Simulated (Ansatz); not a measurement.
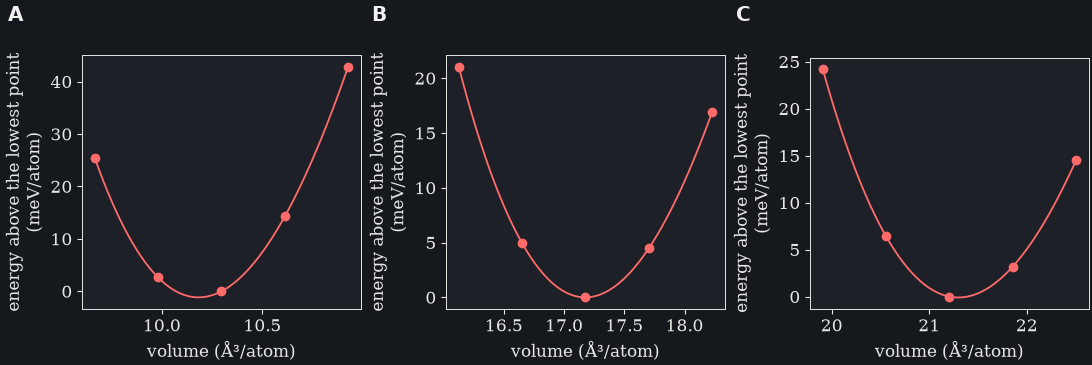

Each panel shows the energy above the lowest point against volume for one of these solids: BaO, Fm-3m (No. 225); Fe, Im-3m (No. 229); SrO, Fm-3m (No. 225).

How it was computed, with Ansatz 0.2.0 development build: equation of state of a cubic crystal from periodic Kohn-Sham density functional theory without spin, third-order Birch-Murnaghan fit to the free energies; pressure corrected for the finite basis. Level: r2SCAN.

Question: Which panel belongs to which solid?

Answer: A is Fe (energy above the lowest point from 0.0 meV/atom to 42.8 meV/atom, V0 10.18 Å³/atom, B0 295 GPa); B is SrO (energy above the lowest point from 0.0 meV/atom to 21.0 meV/atom, V0 17.18 Å³/atom, B0 93.5 GPa); C is BaO (energy above the lowest point from 0.0 meV/atom to 24.2 meV/atom, V0 21.3 Å³/atom, B0 75.8 GPa).

For Fe, limits of the calculation: known magnet treated without spin, far from its ground state; modest k-mesh, values are not fully converged in k; pseudopotentials made with PBE, not this functional.
